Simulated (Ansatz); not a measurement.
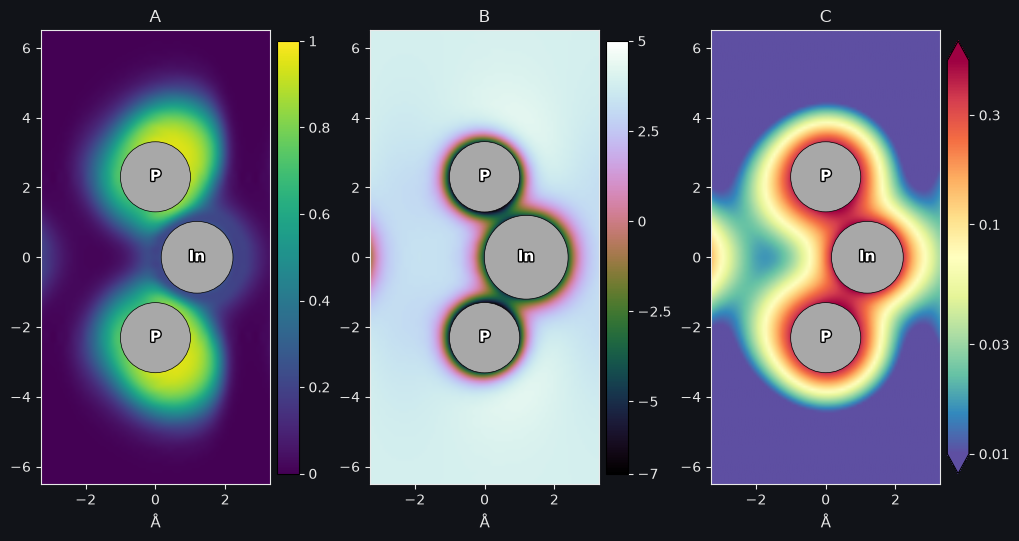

InP (slab): 3 fields on the (100) plane of the calculation cell, a cut from vacuum to vacuum, with unlabelled colour scales. Grey discs cover the atomic cores.

All numbers below come from DFT PBEsol, scalar-relativistic, plane waves, PAW in Ansatz.

Q: The panels show electron localisation function, electrostatic potential energy of an electron and valence pseudo-density in some order. Assign them.

A: Panel A: electron localisation function. Panel B: electrostatic potential energy of an electron (low next to the atoms, rising into the space between them). Panel C: valence pseudo-density. From the grid: In–P (2.60 Å): ρ at the midpoint is about 0.41 e/Å³; the ELF peaks at about 0.85 in the valence shell of P, 0.9 Å from its nucleus, and is about 0.50 at the midpoint.
